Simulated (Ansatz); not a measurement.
Al₄Ni

```
CELL_PARAMETERS angstrom
5.59560 0.00000 0.00000
0.00000 5.59560 0.00000
0.00000 0.00000 5.59560
ATOMIC_POSITIONS crystal
Al 0.25000 0.25000 0.75000
Al 0.75000 0.75000 0.25000
Al 0.75000 0.25000 0.25000
Al 0.25000 0.75000 0.75000
Al 0.25000 0.25000 0.25000
Al 0.75000 0.75000 0.75000
Al 0.25000 0.75000 0.25000
Al 0.75000 0.25000 0.75000
Ni 0.00000 0.00000 0.00000
Ni 0.50000 0.50000 0.50000
```

Space group Im-3m; a structure generated by program, which may or may not match a known phase; computed without spin polarisation.

Theory: Ansatz, DFT PBE, scalar-relativistic, plane waves, PAW.

Core electrons are frozen (PAW), and the valence fields are smoothed inside the atomic spheres.

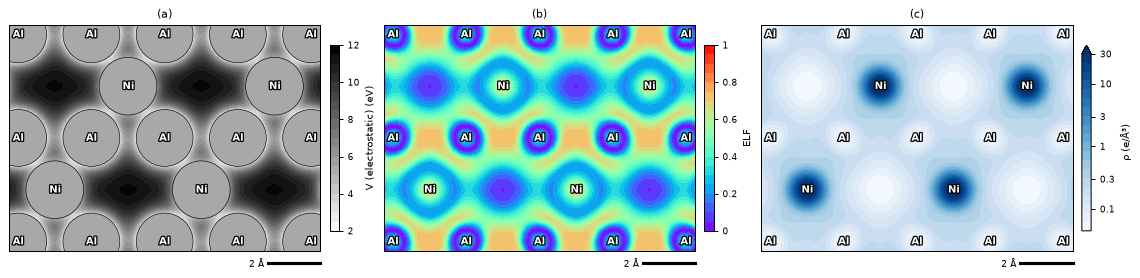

Figure 1. (a) electrostatic potential (local pseudopotential plus Hartree) felt by an electron; (b) electron localisation function; (c) valence charge density (pseudo) on the (110) plane of the conventional cell. Grey discs cover the atomic cores in the potential map.

### Describe what can be read from this map.

- Atoms in the plane: Al and Ni.
- Al–Ni (2.42 Å): the density is about 0.35 e/Å³ at the midpoint; the ELF peaks at about 0.65 between the atoms.
- Between the atoms the lowest density in this plane is 0.04 e/Å³.
- The features right at Ni lie inside the PAW spheres, where the map follows smoothed inner orbitals and isn't to be read closely.
- Outside the cores the potential energy rises away from the atoms and is highest about 2.4 Å from the nearest atoms; its zero is arbitrary.

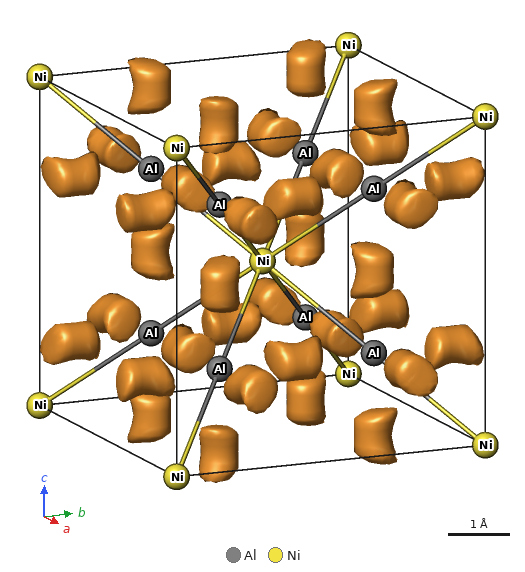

Figure 2. Isosurface of the electron localisation function at 0.7 (orange), seen slightly off an axis. Core shells and regions of very low density are left out. Sticks mark near contacts.

### Describe the localisation domains.

The surface consists of 24 pockets between the atoms, centred on no nucleus (multi-centre or interstitial), counted in one cell of 10 atoms. Any copies at cell faces, edges or corners count once.

### Does the calculation make it a metal, or give it a gap?

It is metallic or semimetallic at this level of theory: no gap opens.
